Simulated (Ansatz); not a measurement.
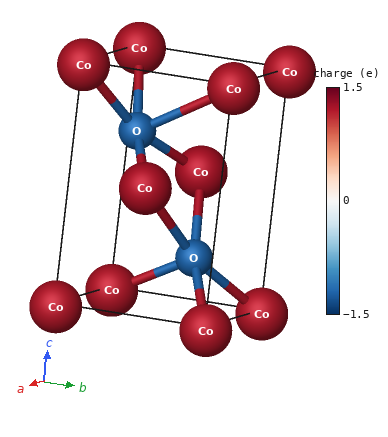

We look at a ball-and-stick model of the crystal slightly off an axis. The edges of the cell (the run's own, in a reduced setting) are marked. The atoms of this CoO cell are coloured by their Bader charge.

The calculation used Ansatz, DFT, PAW plane waves, PBE, spin-orbit, with a 420 eV plane-wave basis, k-points about 0.36 Å⁻¹ apart, Gaussian smearing of 0.079 eV, spinor wavefunctions. The state is antiferromagnetic.

### Interpret the colouring.

Most positive: Co; most negative: O. Charges: about Co +1.2 e; O -1.2 e.

The geometry is that of a known structure type with the cell strained and the atoms shaken on purpose, without relaxation. A calculation with Ansatz used it as input.

At this level of theory the cell isn't at rest (stretched, at -4 GPa and forces up to 1.3 eV/Å), so its distances can differ from those at equilibrium, the more so the softer the solid, and its magnetic state may change on relaxation.
